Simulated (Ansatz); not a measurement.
**Si: single-point calculation**

The run: single-point calculation of Si (R-3m, 2 atoms in the cell). Method and program: DFT, r2SCAN, plane waves, PAW, no spin polarisation (Ansatz 0.2.0).

The structure was built on a prototype by a generator. The geometry comes from this level: r2SCAN (a point of a series of strains). It belongs to a series of runs on one base structure; here: epitaxial_111 strain +5.7%. Figures and captions count atoms from 1; the log counts them from 0 in places.

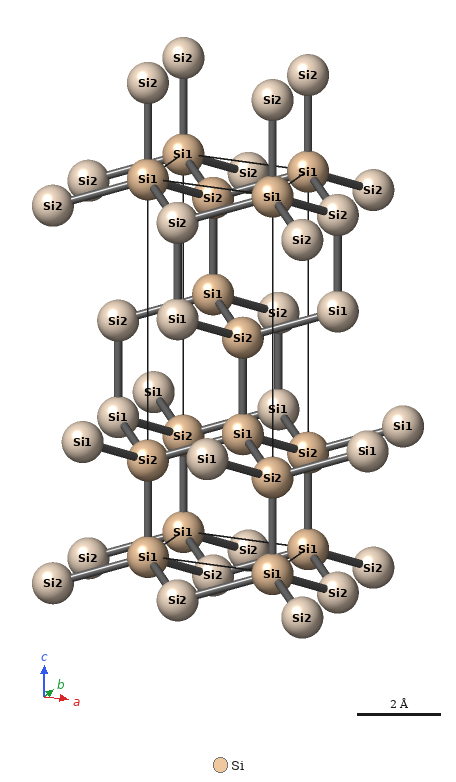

Fig. 1: The input geometry (ball-and-stick view of the cell 3 times as large as that of the calculation, set on its symmetry axes, seen slightly off an axis; neighbours outside the cell are drawn fainter; atoms are numbered from 1 in the order of the input).

Input file:
```yaml
crystal:
  lattice:
    - [-0.1404094613, 2.7376868477, 2.7376868477]
    - [2.7376868477, -0.1404094613, 2.7376868477]
    - [2.7376868477, 2.7376868477, -0.1404094613]
  atoms:
    - { symbol: Si, position: [-0.0027514, -0.0027514, -0.0027514] }
    - { symbol: Si, position: [0.2527514, 0.2527514, 0.2527514] }
kpoints:
  mp_grid: { grid: [8, 8, 8] }
  band_path:
    path:
      - [0.0, 0.0, 0.0]
      - [0.5, 0.0, 0.5]
      - [0.625, 0.25, 0.625]
      - [0.375, 0.375, 0.75]
      - [0.5, 0.5, 0.5]
      - [0.5, 0.25, 0.75]
    npoints: 1
hamiltonian:
  xc: r2scan
scf:
  occupations: { method: fixed }
  n_extra_bands: 4
output:
  forces: true
  stress: true
  eigenvalues: true
  write_density: true
  write_potential: true
  elf: true
  volumetric_format: npy
```

Hardware: 4 threads of an Arm (aarch64) CPU, shared host.

Launch command:
```bash
ansatz run input.yaml --threads 4 --pin off --max-ram 3686MiB --backend cpu --events-out ev --progress --plain --runs-dir out
```

The program's output:
```
scf.n_extra_bands = 4 over 4 filled bands (N_el = 8.0): the run solves 8 bands
Engine: ansatz 0.2.0, aarch64-unknown-linux-gnu
Pseudopotentials: kind: paw
Pseudopotential: Si, paw, valence charge 4, recommended cutoff 500 eV (meta_gga), Si.paw.azcp
Functional definition: r2SCAN
  parameter k0 = 0.174
  parameter k1 = 0.065
  parameter a1 = 4.9479
  exchange = r2scan_x(k0 = k0, k1 = k1, a1 = a1)
  correlation = r2scan_c
Crystal: 2 atoms, lattice volume = 44.192 Å³
Basis set: ecut = 500 eV, 1121 PW (Γ), exchange–correlation on 120×120×120 points (64 copies of the dense FFT grid, shifted against one another)
Bands: 8, of which v1, the nominal top of the filled ones, is band 4 counted from 1 (3 counted from 0)
Symmetry: 12 space group operations
Space group: R-3m (ITA 166), of the structure as read, at distance tolerance 3.5e-5 Å
k-points: 65 of 512
Non-local potential: Si, projectors of the file, l = 0: 2, l = 1: 2, l = 2: 2
PAW form: soft (Blöchl's): semilocal exchange-correlation on the pseudo side does not see the compensation charge
PAW frozen core: Si, regenerated for the run's functional (the file was generated under x = pbe(κ = 0.804, μ = 0.2195149727645171), c = pbe(β = 0.06672455060314922))
PAW one-centre angular grid: Si, 302 points (default); XC on 160 Gauss nodes
Initial density: superposition of atomic densities (neutral atoms: chi_scale 0, normalization atom), corrected by the library's trained network
Initial wavefunctions: pseudopotential atomic-orbital guess
Functional: x = r2scan, c = r2scan; τ floored in thin density (d = 2e-4 eV/Å³)
SCF iter   1: F=—  HF=-1277.950665 eV  |F-HF|=—  |Δ(HF+E_count)|=         —  Δρ=3.26e-3  dr2=4.95e-3  dr2_τ=8.91e-3  ethr=1.77e-3  ⟨swp⟩=4.3  Hψ=3753  notcnv=0  defer=116
preconditioner: auto → none  [insulator: Δε(μ)=0.402 eV  Ē_g=9.561 eV  n_scr=8 (ndim 8)  ℏωp=15.8 eV  f_vac=0.000  ε∞_Penn≈3.7]
SCF iter   2: F=—  HF=-1277.960370 eV  |F-HF|=—  |Δ(HF+E_count)|=   9.70e-3  Δρ=1.73e-3  dr2=1.12e-3  dr2_τ=4.47e-6  ethr=6.19e-5  ⟨swp⟩=2.4  Hψ=1428  notcnv=0  defer=125
SCF iter   3: F=—  HF=-1277.960241 eV  |F-HF|=—  |Δ(HF+E_count)|=   1.28e-4  Δρ=1.16e-4  dr2=5.21e-6  dr2_τ=3.47e-7  ethr=1.39e-5  ⟨swp⟩=3.0  Hψ=914  notcnv=0  defer=125
SCF iter   4: F=—  HF=-1277.960246 eV  |F-HF|=—  |Δ(HF+E_count)|=   4.23e-6  Δρ=2.88e-5  dr2=1.69e-7  dr2_τ=3.37e-9  ethr=6.51e-8  ⟨swp⟩=2.1  Hψ=754  notcnv=0  defer=52
iter 5 did not close the SCF: its close was put off for the readings that it lacked (scf_convergence_deferred on its scf_iter line)
SCF iter   5: F=-1277.960246 eV  HF=-1277.960246 eV  |F-HF|=1.05e-8  |Δ(HF+E_count)|=   2.09e-7  Δρ=5.15e-6  dr2=4.21e-9  dr2_τ=1.56e-10  ethr=2.12e-9  ⟨swp⟩=2.6  Hψ=756  notcnv=0  defer=52
SCF iter   6: F=-1277.960246 eV  HF=-1277.960246 eV  |F-HF|=4.90e-10  |Δ(HF+E_count)|=   1.11e-8  Δρ=1.36e-6  dr2=4.05e-10  dr2_τ=6.85e-12  ethr=5.26e-11  ⟨swp⟩=8.1  Hψ=4297  notcnv=0
SCF 1 converged in 6 iterations: F = -1277.960246 eV  dr2 = 4.05e-10
  greatest PAW one-centre occupation: 0.639 electrons in one spin orbital (limit 2), on the Si atom at site 1 (counted from 0), in its partial waves of l = 0
NSCF: frozen V_eff on 6 k-points
SCF converged after 6 iterations
Free energy (F): -1277.960246 eV
Harris-Foulkes:  -1277.960246 eV  (|F-HF|=4.90e-10)
Internal energy: -1277.960246 eV  (E = F + TS)
E sigma→0 (E₀):  -1277.960246 eV
Fermi energy:    5.455793 eV
--- Per-component energies (eV) ---
  E_band       = 1.268119
  E_kinetic    = 77.886646
  E_local      = -59.267647  (includes V_loc(G=0)·N_el)
  E_nonlocal   = 48.895360
  E_hartree    = 16.106443
  E_xc         = -101.632598
  E_vxc        = -97.621629  (∫ρ·V_xc dr)
  E_paw        = -1038.672721  (= ΣΔE_a)
  E_vpaw       = -4.679204  (= ΣTr[D̂ρ^β])
  E_aug_tail   = 0.000009  (compensation charges beyond the density's cutoff)
  E_vtau       = 3.841687  (kinetic-family band-sum trace: ∫τ·v_τ [+ j·A + Jᵃ·Aᵃ] dr)
  E_ewald      = -221.122871
  E_core_change = -0.152866  (= ΣΔE_core)
  E_smearing   = -0.000000  (= −TS)
  E_closure    = 0.000000  (closes the sum)
  Σ components = -1277.960246   (vs F -1277.960246, Δ=0.00e0)
--- Forces (eV/Å), atoms counted from 1 ---
  atom   1  Si    -0.00101547    -0.00101547    -0.00101547
  atom   2  Si     0.00101547     0.00101547     0.00101547
  max |Σ_I F_I| component: 2.78e-17 eV/Å
--- Stress (GPa, compression-positive) ---
       -7.106488       3.554685       3.554685
        3.554685      -7.106488       3.554685
        3.554685       3.554685      -7.106488
  P = ⅓ Tr σ = -7.1065 GPa (-71.065 kbar)
--- Band table (eV; the first three rows and the last of 65) ---
  k-point 0: bands = ["-6.7042", "5.0189", "5.0189", "5.4558", "7.2908", "7.5940", "7.5940", "9.1350"]
  k-point 1: bands = ["-6.5145", "3.3877", "4.7886", "5.1266", "7.5425", "7.9787", "8.5837", "9.7695"]
  k-point 2: bands = ["-5.9650", "1.1289", "4.4013", "4.6576", "7.3107", "8.5685", "9.1629", "11.6904"]
  k-point 64: bands = ["-4.0731", "-1.6166", "3.6139", "3.6139", "5.8990", "8.4636", "8.4636", "12.7246"]
```

File bands.tsv:
```
# k_distance	band_0	band_1	band_2	band_3	band_4	band_5	band_6	band_7
# fermi_ev = 5.455793
# lock_threshold_ev = 1e-6
# [0, 0, 0] at k_distance = 0.000000
# [0.5, 0, 0.5] at k_distance = 1.121017
# [0.625, 0.25, 0.625] at k_distance = 1.527507
# [0.375, 0.375, 0.75] at k_distance = 2.195943
# [0.5, 0.5, 0.5] at k_distance = 2.864380
# [0.5, 0.25, 0.75] at k_distance = 3.636224
# levels_relative_to = fermi_ev
# free_energy_ev = -1277.960246
# largest_residual_norms_ev = 1.171e-3 1.195e-3 1.127e-3 1.429e-3 1.252e-3 6.226e-4 1.659e-3 1.793e-3
0.000000	-12.159949	-0.436897	-0.436897	0.000000	1.834985	2.138254	2.138254	3.679237
1.121017	-8.271320	-8.003257	-3.327458	-2.728823	0.427763	1.151851	9.205049	9.659153
1.527507	-8.432356	-7.601814	-4.261780	-2.883603	0.911986	4.675872	6.937821	7.043136
2.195943	-8.432356	-7.601814	-4.261780	-2.883603	0.911986	4.675872	6.937821	7.043136
2.864380	-9.528874	-7.072351	-1.841940	-1.841940	0.443211	3.007826	3.007826	7.268803
3.636224	-8.229194	-7.775522	-3.960131	-3.852104	3.844147	4.012022	4.932072	5.349513
```

File rho_z.tsv:
```
# z_ang	rho[e/angstrom^3]
# format = ansatz-planar-average/11
# lattice	-0.140409461	2.737686848	2.737686848
# lattice	2.737686848	-0.140409461	2.737686848
# lattice	2.737686848	2.737686848	-0.140409461
# sites	2
# site	14	-0.014678621	-0.014678621	-0.014678621
# site	14	1.348419679	1.348419679	1.348419679
0.000000	2.375950e-1
0.129141	2.603928e-1
0.258281	2.790294e-1
0.387422	2.904886e-1
0.516563	2.928790e-1
0.645703	2.858070e-1
0.774844	2.704390e-1
0.903984	2.493002e-1
1.033125	2.257038e-1
1.162266	2.028527e-1
1.291406	1.829829e-1
1.420547	1.669208e-1
1.549688	1.541267e-1
1.678828	1.432732e-1
1.807969	1.332396e-1
1.937110	1.238228e-1
2.066250	1.156464e-1
2.195391	1.095301e-1
2.324531	1.060026e-1
2.453672	1.052873e-1
2.582813	1.074236e-1
2.711953	1.122888e-1
2.841094	1.195249e-1
2.970235	1.284282e-1
3.099375	1.381911e-1
3.228516	1.485441e-1
3.357657	1.601906e-1
3.486797	1.744814e-1
3.615938	1.924587e-1
3.745078	2.140150e-1
```

File v_z.tsv:
```
# z_ang	v_es[eV]	v_tot[eV]
# format = ansatz-planar-average/11
# xc	r2scan
# density_cutoff_ev	2000
# datasets	Si=:simpson_from_first_knot:soft:shift=0
# lattice	-0.140409461	2.737686848	2.737686848
# lattice	2.737686848	-0.140409461	2.737686848
# lattice	2.737686848	2.737686848	-0.140409461
# sites	2
# site	14	-0.014678621	-0.014678621	-0.014678621
# site	14	1.348419679	1.348419679	1.348419679
0.000000	-3.322908e0	-1.460155e1
0.129141	-3.975563e0	-1.556256e1
0.258281	-4.519811e0	-1.629107e1
0.387422	-4.866618e0	-1.669886e1
0.516563	-4.940122e0	-1.677155e1
0.645703	-4.723842e0	-1.654111e1
0.774844	-4.265903e0	-1.595875e1
0.903984	-3.660195e0	-1.511161e1
1.033125	-2.955129e0	-1.402659e1
1.162266	-2.065836e0	-1.268861e1
1.291406	-9.232773e-1	-1.105968e1
1.420547	4.378523e-1	-9.107001e0
1.549688	1.950611e0	-7.039413e0
1.678828	3.505957e0	-4.972194e0
1.807969	4.942798e0	-3.072954e0
1.937110	6.086361e0	-1.647192e0
2.066250	6.878410e0	-6.691712e-1
2.195391	7.398365e0	-1.115948e-2
2.324531	7.688171e0	3.546365e-1
2.453672	7.745167e0	4.289345e-1
2.582813	7.572581e0	2.076936e-1
2.711953	7.167378e0	-3.029766e-1
2.841094	6.522679e0	-1.113201e0
2.970235	5.559302e0	-2.293883e0
3.099375	4.250944e0	-3.978602e0
3.228516	2.731887e0	-6.003164e0
3.357657	1.180793e0	-8.074807e0
3.486797	-2.663848e-1	-1.011421e1
3.615938	-1.525450e0	-1.191761e1
3.745078	-2.540773e0	-1.338837e1
```

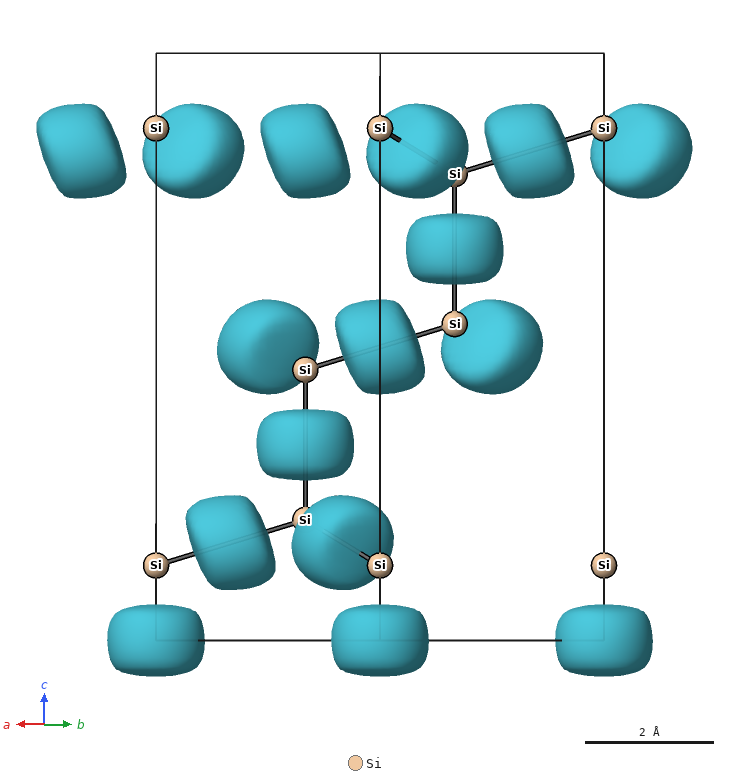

Fig. 2: Isosurface of the ELF at 0.75 (cyan), seen along [110]. Only the valence region is drawn (cores and ρ < 0.01 e/Å³ removed). Sticks mark near contacts. The outline is the cell set on symmetry axes. Values along the shortest contacts: Si–Si (2.36 Å): the ELF peaks at about 0.95 between the atoms (localised, shared-pair bonding). Si–Si (2.46 Å): the ELF peaks at about 0.95 between the atoms (localised, shared-pair bonding). In a PAW calculation such maps are meaningful between the atoms, not at the nuclei.

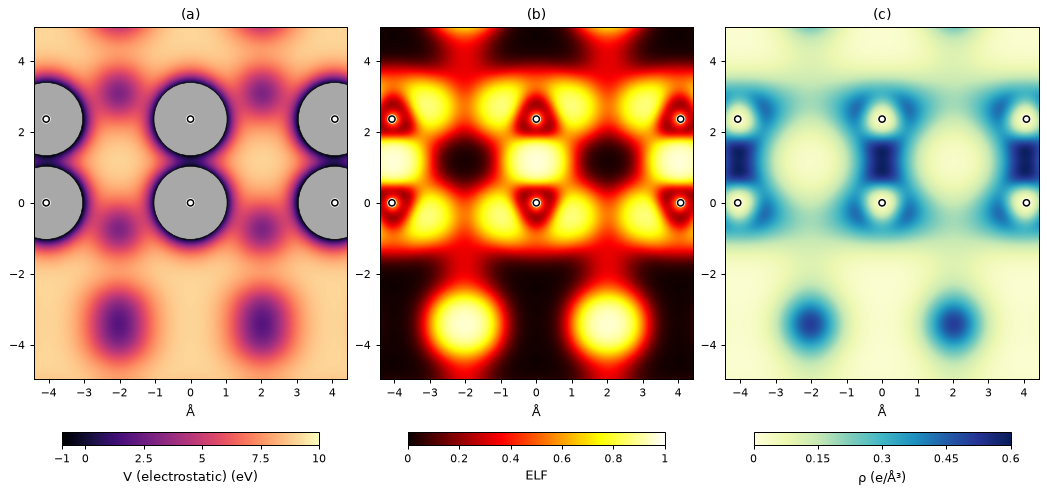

Fig. 3: (a) electrostatic potential (local pseudopotential plus Hartree) felt by an electron; (b) ELF; (c) valence charge density (pseudo) on the (100) plane of the conventional cell. Circles mark the nuclei in the plane (Si). Grey discs, where drawn, cover atomic cores. Atoms in the plane: Si. Away from the nuclei the density in this plane falls to 0.02 e/Å³ at its lowest. Outside the cores the potential energy rises away from the atoms and is highest about 2.4 Å from the nearest atoms; outside the discs it spans about 10 eV, and its zero is arbitrary.

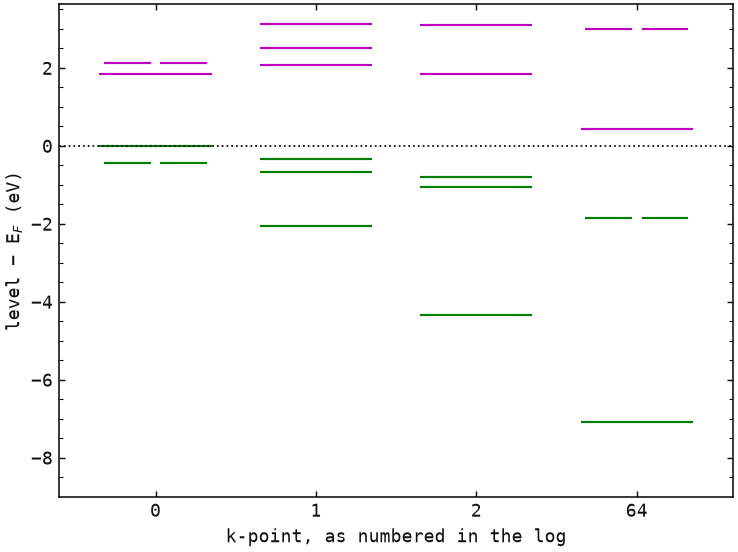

Fig. 4: Kohn–Sham levels near the Fermi level (dotted) at the few k-points that the log prints; levels within 0.02 eV of each other stand side by side. Among these points the highest filled and lowest empty levels are 0.44 eV apart; the gap on the full mesh, 0.43 eV, has an edge at a point that isn't printed.

Key numbers:

| quantity | value |
| --- | --- |
| outcome | converged |
| space group (tolerance 0.01 Å) | R-3m (166) |
| electrons treated | 8 |
| free energy | −1277.9602 eV |
| Fermi energy | 5.456 eV |
| gap on the k-point mesh | 0.43 eV |
| pressure | −7.11 GPa |
| largest force (length of the vector) | 0.002 eV/Å |
| wall time | 1.9 s (CPU time 6.7 s) |
| peak memory | 0.43 GiB |

The cell is under a tension of 7.1 GPa at this level, so it is not at its equilibrium volume.
